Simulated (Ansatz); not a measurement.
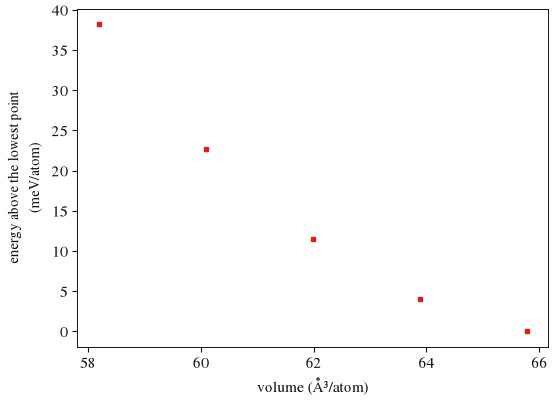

The picture above shows the energy above the lowest point against volume for Ba, space group Im-3m (No. 229) (one of a set of cubic test structures, which need not be the stable phase).

Calculation (Ansatz 0.2.0 development build): equation of state of a cubic crystal from periodic Kohn-Sham density functional theory without spin; pressure corrected for the finite basis. Level: HSE06.

structure type bcc; atoms in cell 1; space group number 229; lattice centring body-centred primitive; k mesh 6×6×6; occupation method Fermi–Dirac; occupation width 0.1 eV; wave cutoff 300 eV; datasets hand-made PAW; density tolerance 0 eV; bands 9; density cutoff ratio 4; search for lower states default; exchange singularity regularized.

### Read off the course of the energy above the lowest point.

It falls from 38.3 meV/atom at volume 58.19 Å³/atom to 0.0 meV/atom at 65.78 Å³/atom.

Limits of the calculation: modest k-mesh, values are not fully converged in k; the volumes run don't bracket the minimum of the energy, so any equilibrium value is extrapolated.
